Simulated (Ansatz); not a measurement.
Input

```
crystal:
  lattice:
    - [2.7370454664, 0.0, 0.0]
    - [-0.9123484888, 2.5805112129, 0.0]
    - [0.0, 0.0, 19.8082440452]
  atoms:
    - { symbol: Mo, position: [0.5, 0.5, 0.2019361227] }
    - { symbol: Mo, position: [0.0, 0.0, 0.3106875856] }
    - { symbol: Mo, position: [0.5, 0.5, 0.4194336472] }
    - { symbol: S, position: [0.6666666667, 1.3333333333, 0.5341643133] }
basis:
  ecutwfc: 420
kpoints:
  mp_grid: { grid: [10, 10, 1] }
hamiltonian:
  xc: pbe
  pseudopotentials: { kind: paw, azcp: { folder: soft_1 } }
scf:
  occupations: { method: gaussian, width: 0.1 }
output:
  forces: true
  eigenvalues: true
  write_density: true
  write_potential: true
  elf: true
  volumetric_format: npy
relax:
  adjacent_minimum: "off"
  f_tol: 0.025
  max_steps: 16
  constraints: [{ sites: [0, 1, 2] }, { sites: [3], fix: xy }]
efield:
  axis: 3
  dipole_correction: true
  ramp_width: 0.04
```

Run with:

```sh
ansatz run input.yaml --threads 1 --pin off --max-ram 3072MiB --backend cpu --events-out ev --progress --plain --runs-dir out
```

The fields are those of the run's last geometry, not of the input's.

A point of a scan over the structure, not its minimum; not relaxed (largest force 0.6 eV/Å); computed without spin polarisation; PAW files of the earlier set (soft_1).

The calculation used Ansatz, DFT PBE, scalar-relativistic, plane waves, PAW.

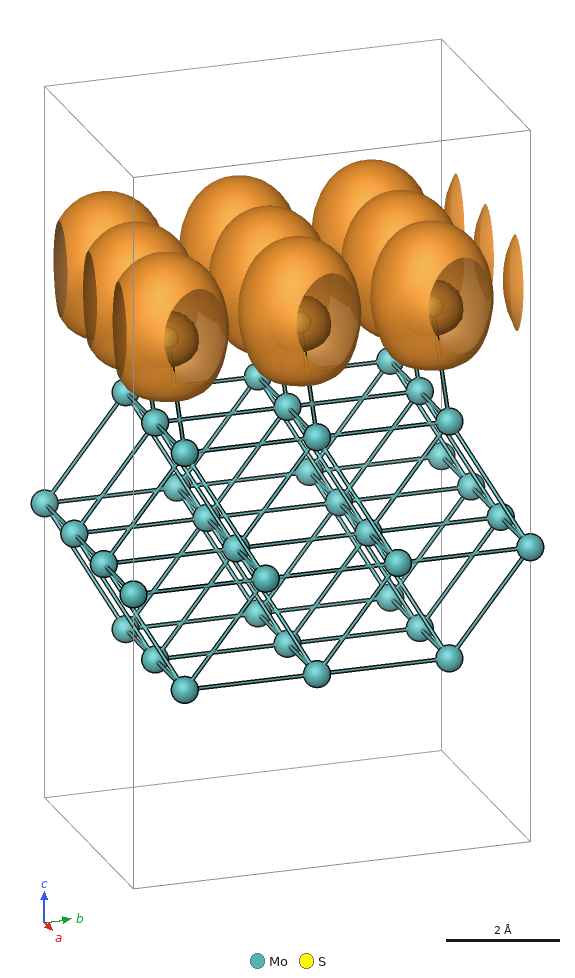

Mo3S (slab). Isosurface of the electron localisation function at 0.65 (orange), seen slightly off an axis. Only the valence region is drawn (cores and ρ < 0.01 e/Å³ removed). Sticks mark near contacts.

Core electrons are frozen (PAW), and the valence fields are smoothed inside the atomic spheres.

Describe the localisation domains.

At this value the surface marks out one region wrapped around S (its valence shell), counted in one cell of 4 atoms. Counts are for one cell; the picture repeats the cell along the surface. Profiles from the grid: Mo–S (2.35 Å): the ELF peaks at about 0.85 in the valence shell of S, 0.8 Å from its nucleus, and is about 0.40 at the midpoint. Mo–Mo (2.67 Å): the ELF is about 0.35 at the midpoint.
